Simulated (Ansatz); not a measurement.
H13O6F: several calculations on one system

## 1. Relaxation

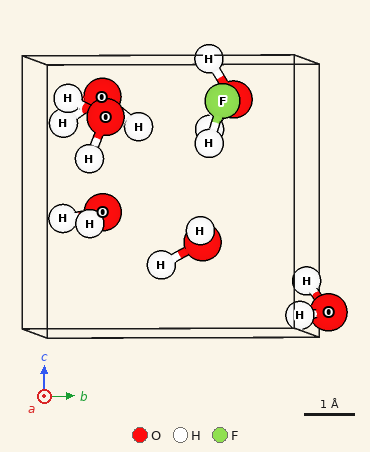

This is the input geometry for a relaxation of an amorphous cell of composition H13O6F. The picture is a ball-and-stick view of the cell of the calculation, seen from a free direction.

The cell holds 6 H2O + 1 HF. The run prepares the start of a later molecular dynamics calculation, from a guessed geometry.

The calculation used DFT PBE-D3(BJ), scalar-relativistic, plane waves, PAW (Ansatz 0.2.0).

The input:
```yaml
crystal:
  lattice:
    - [5.552662, 0.0, 0.0]
    - [0.0, 5.552662, 0.0]
    - [0.0, 0.0, 5.552662]
  atoms:
    - { symbol: O, position: [0.5238745, 0.7328175, 0.853913] }
    - { symbol: H, position: [0.6314793, 0.6545755, 0.7411029] }
    - { symbol: H, position: [0.5469845, 0.6444316, 1.0025083] }
    - { symbol: O, position: [0.7590637, 0.6405412, 0.3235607] }
    - { symbol: H, position: [0.7404267, 0.4875671, 0.2418399] }
    - { symbol: H, position: [0.929445, 0.648379, 0.3601052] }
    - { symbol: O, position: [0.2825646, 0.2299831, 0.4508253] }
    - { symbol: H, position: [0.447432, 0.1978317, 0.4037962] }
    - { symbol: H, position: [0.2023167, 0.0763754, 0.4310347] }
    - { symbol: O, position: [0.9075489, 0.2977871, 0.7782704] }
    - { symbol: H, position: [0.9681583, 0.2442238, 0.6237253] }
    - { symbol: H, position: [0.8392764, 0.1537211, 0.8490557] }
    - { symbol: O, position: [0.0839197, 1.0411577, 0.088607] }
    - { symbol: H, position: [-0.0082598, 0.9521237, 0.2069396] }
    - { symbol: H, position: [0.231622, 0.9497409, 0.0726783] }
    - { symbol: O, position: [0.447936, 0.2441843, 0.8677494] }
    - { symbol: H, position: [0.4648639, 0.3781194, 0.7572888] }
    - { symbol: H, position: [0.4851302, 0.104274, 0.7704435] }
    - { symbol: F, position: [0.9573272, 0.7320398, 0.8338479] }
    - { symbol: H, position: [0.9985664, 0.6870872, 0.6771131] }
basis:
  ecutwfc: 420.0
kpoints:
  mp_grid: { grid: [1, 1, 1] }
hamiltonian:
  xc: pbe
  dispersion: d3bj
scf:
  occupations: { method: fermi_dirac, width: 0.02 }
  lower_state_search: "off"
relax:
  f_tol: 0.3
  max_steps: 15
  adjacent_minimum: "off"
output:
  write_density: true
  write_potential: true
  elf: true
  volumetric_format: npy
```

Command:
```bash
ansatz run input.yaml --threads 1 --pin off --max-ram 3072MiB --backend cpu --events-out ev --progress --plain --runs-dir out
```

### Predict the outcome.

The atom that moves furthest is H2 (1.59 Å roughly along [−1 3 −1]). Largest moves by element: H 1.59 Å, F 1.25 Å, O 1.20 Å. The cell doesn't change. Near-neighbour distances that change, for instance: O10–H20 2.290 → 1.281 Å, F19–H20 0.934 → 1.074 Å, O10–H11 0.969 → 1.020 Å, O13–H14 0.969 → 0.996 Å. Among the angles between lasting bonds that change: H2–O1–H3 104.0° → 110.8°, H8–O7–H9 104.0° → 98.6°, H5–O4–H6 104.0° → 109.3°. After 13 accepted moves (14 points after the start) the energy has fallen by 278 meV per atom. Largest force component: 1.5 eV/Å at the start, 0.23 eV/Å at the end. 1 step only repeated the SCF at the same geometry. The forces were under the threshold at step 11, but the run went on from there. The run took about 17 core-seconds on a shared host.

Final geometry:

```xyz
20
Lattice="5.5527 0.0000 0.0000 0.0000 5.5527 0.0000 0.0000 0.0000 5.5527" Properties=species:S:1:pos:R:3 pbc="T T T"
O     2.7836    4.8193    4.7128
H     2.8990    5.0596    3.7680
H     3.6112    4.4556    5.0812
O     4.1062    3.7319    1.3701
H     3.7558    2.8489    1.1113
H     4.6339    3.6427    2.2119
O     1.6676    0.5994    2.6711
H     1.9974    1.3135    2.0838
H     1.2059    0.0419    1.9835
O     5.2684    1.4384    4.1705
H     0.4400    1.0422    3.5715
H     5.4459    1.0025    5.0453
O     0.4650    5.2525    0.5124
H     5.3499    4.5299    0.6650
H     1.1700    4.8874    5.4813
O     2.6411    1.7821    0.3732
H     2.2497    2.3640    5.2535
H     2.7705    0.9196    5.4563
F     0.0608    3.6518    3.4924
H     5.4459    2.6819    3.9210
```

The end point in the same view:

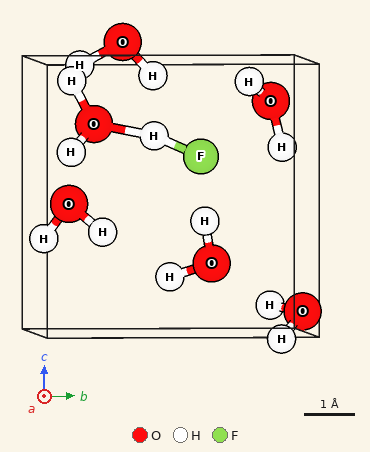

Limits of the set-up: the periodic images lie only 5.6 Å apart, so the values are limited by the cell's size.

## 2. Dynamics

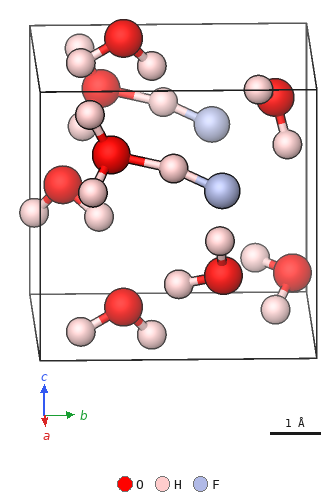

Starting frame of a dynamics run of a periodic cell with 6 H2O + 1 HF at 1.242 g/cm³. A ball-and-stick model of the simulation cell, seen from a free direction.

All numbers below come from DFT PBE-D3(BJ), scalar-relativistic, plane waves, PAW in Ansatz 0.2.0.

Input file:
```yaml
crystal:
  lattice:
    - [5.552662, 0.0, 0.0]
    - [0.0, 5.552662, 0.0]
    - [0.0, 0.0, 5.552662]
  atoms:
    - { symbol: O, position: [0.5013046, 0.86791771, 0.84874355] }
    - { symbol: H, position: [0.52208899, 0.91120163, 0.67860179] }
    - { symbol: H, position: [0.65036039, 0.80241742, 0.91509866] }
    - { symbol: O, position: [0.73950761, 0.67208511, 0.24674051] }
    - { symbol: H, position: [0.67640405, 0.51307639, 0.20013533] }
    - { symbol: H, position: [0.83453707, 0.65602186, 0.39835296] }
    - { symbol: O, position: [0.30032771, 0.10794782, 0.48104866] }
    - { symbol: H, position: [0.35972257, 0.23655665, 0.37527364] }
    - { symbol: H, position: [0.21717679, 0.00753966, 0.35722371] }
    - { symbol: O, position: [0.9488047, 0.25904546, 0.75108468] }
    - { symbol: H, position: [1.07923695, 0.18768591, 0.6432092] }
    - { symbol: H, position: [0.98077565, 0.18053925, 0.90862394] }
    - { symbol: O, position: [0.0837469, 0.94595162, 0.09228167] }
    - { symbol: H, position: [-0.03651528, 0.81580459, 0.11976553] }
    - { symbol: H, position: [0.21071813, 0.88019877, -0.01285237] }
    - { symbol: O, position: [0.47565289, 0.32094785, 1.06720765] }
    - { symbol: H, position: [0.40514947, 0.42575022, 0.9461153] }
    - { symbol: H, position: [0.49894757, 0.16560536, 0.98264631] }
    - { symbol: F, position: [1.01095868, 0.65767084, 0.62896231] }
    - { symbol: H, position: [0.98077076, 0.48299696, 0.70614219] }
basis:
  ecutwfc: 420.0
kpoints:
  mp_grid: { grid: [1, 1, 1] }
hamiltonian:
  xc: pbe
  dispersion: d3bj
scf:
  occupations: { method: fermi_dirac, width: 0.02 }
  lower_state_search: "off"
md:
  timestep: 0.5
  n_steps: 300
  ensemble: nvt_langevin
  temperature: 500.0
  initial_velocities: maxwell_boltzmann
  seed: 60681
  friction: 0.02
```

Run as
```bash
ansatz run input.yaml --threads 1 --pin off --max-ram 3072MiB --backend cpu --events-out ev --progress --plain --runs-dir out
```

### Predict how the run goes.

The mean temperature in the second half is 391 K (standard deviation 56 K). The potential energy in the second half lies on average 44.6 meV per atom above the first frame. Root-mean-square distances from the starting positions over the second half, with the common drift of all atoms taken out: F 0.62 Å, H 0.48 Å, O 0.35 Å. The heavy atoms stay within a fraction of a molecule's size of their starting places; so short a run doesn't tell a liquid from a solid.

Along the run (each row but the first and the last is the mean over the interval that it begins):

```tsv
time (fs)	potential energy (meV/atom)	T (K)
0.0	0.0	475
18.5	33.2	386
37.0	38.2	372
55.5	41.1	421
74.0	44.8	412
92.5	52.1	371
111.0	41.9	413
129.5	40.0	364
148.0	34.6	459
```

The paths of the atoms:

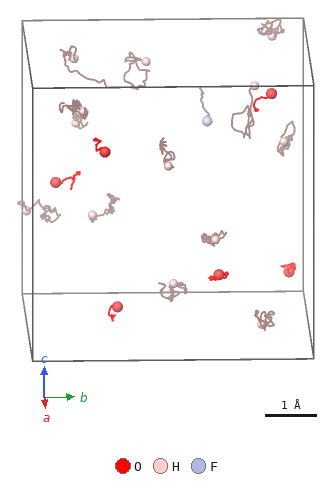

Limits of the set-up: the periodic images lie only 5.6 Å apart, so the values are limited by the cell's size.

The run took roughly 4 core-minutes on a shared host.

## 3. Dynamics

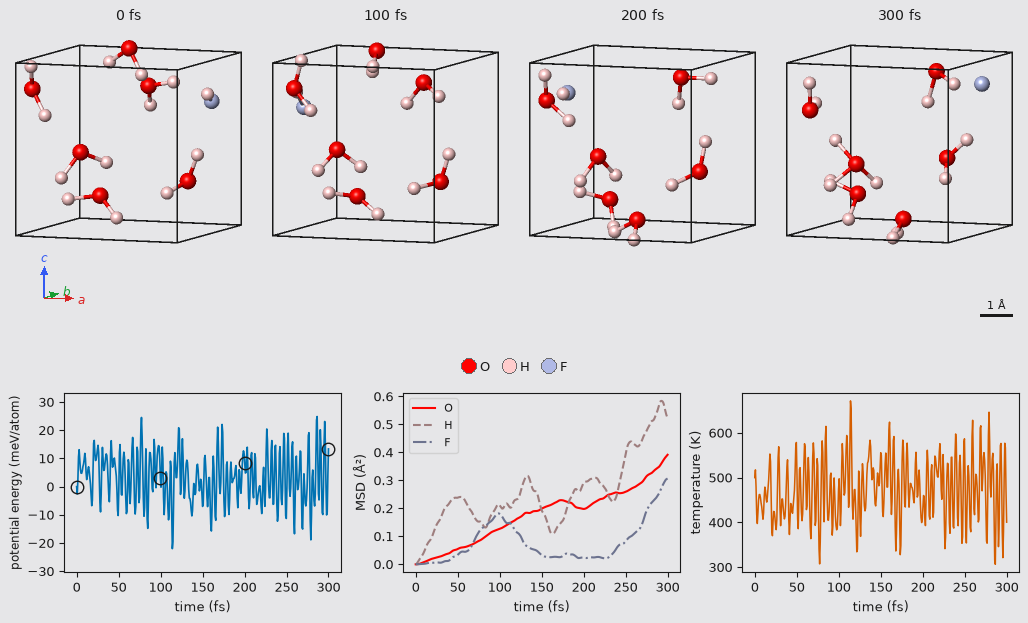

A Born-Oppenheimer molecular dynamics run of a periodic cell with 6 H2O + 1 HF at 1.242 g/cm³, 300 fs long. It starts from the last geometry of an earlier run, with fresh velocities. Frames and the history of the run. The picture is a ball-and-stick view of the simulation cell, seen slightly off an axis. Atoms that leave the cell re-enter on the other side.

Method: DFT PBE-D3(BJ), scalar-relativistic, plane waves, PAW in Ansatz. Set-up: plane-wave cutoff 420 eV; k-point mesh 1 × 1 × 1; Fermi-Dirac smearing 0.02 eV; constant energy (NVE); velocities drawn for 500 K; time step 0.75 fs.

The input:
```yaml
crystal:
  lattice:
    - [5.552662, 0.0, 0.0]
    - [0.0, 5.552662, 0.0]
    - [0.0, 0.0, 5.552662]
  atoms:
    - { symbol: O, position: [0.49231753, 0.8192719, 0.79992573] }
    - { symbol: H, position: [0.45927701, 0.93255891, 0.67600763] }
    - { symbol: H, position: [0.65540722, 0.79707912, 0.83072682] }
    - { symbol: O, position: [0.78634791, 0.69268455, 0.2732523] }
    - { symbol: H, position: [0.70788188, 0.56499209, 0.21369091] }
    - { symbol: H, position: [0.85888486, 0.65682933, 0.43195805] }
    - { symbol: O, position: [0.32797071, 0.17056287, 0.47494619] }
    - { symbol: H, position: [0.43964242, 0.29435827, 0.40835264] }
    - { symbol: H, position: [0.24134199, 0.08873387, 0.33116507] }
    - { symbol: O, position: [1.00726524, 0.22768511, 0.82212795] }
    - { symbol: H, position: [1.10299296, 0.18415019, 0.67756675] }
    - { symbol: H, position: [1.04106044, 0.12111274, 0.96418787] }
    - { symbol: O, position: [0.15168229, 0.92530988, 0.13969564] }
    - { symbol: H, position: [-0.00540344, 0.82150626, 0.12385101] }
    - { symbol: H, position: [0.27882549, 0.86085254, 0.02252716] }
    - { symbol: O, position: [0.5700089, 0.32044352, 1.07018329] }
    - { symbol: H, position: [0.4254424, 0.37789262, 0.97953537] }
    - { symbol: H, position: [0.65748898, 0.29245188, 0.92493145] }
    - { symbol: F, position: [0.95255976, 0.64279668, 0.74747074] }
    - { symbol: H, position: [0.99321397, 0.47555954, 0.80675287] }
basis:
  ecutwfc: 420.0
kpoints:
  mp_grid: { grid: [1, 1, 1] }
hamiltonian:
  xc: pbe
  dispersion: d3bj
scf:
  occupations: { method: fermi_dirac, width: 0.02 }
  lower_state_search: "off"
md:
  timestep: 0.75
  n_steps: 400
  ensemble: nve
  temperature: 500.0
  initial_velocities: maxwell_boltzmann
  seed: 458773
```

Run as
```bash
ansatz run input.yaml --threads 1 --pin off --max-ram 3072MiB --backend cpu --events-out ev --progress --plain --runs-dir out
```

### Describe the run.

Over the second half the temperature averages 480 K (spread ±71 K). The potential energy in the second half lies on average 2.6 meV per atom above the first frame. Root-mean-square distances from the starting positions over the second half, with the common drift of all atoms taken out: H 0.57 Å, O 0.50 Å, F 0.29 Å. The heavy atoms stay within a fraction of a molecule's size of their starting places; so short a run doesn't tell a liquid from a solid. Bond changes: one H–O bond forms at about 240 fs; one F–H bond breaks at about 257 fs.

Limits of the set-up: the periodic images lie only 5.6 Å apart, so the values are limited by the cell's size.
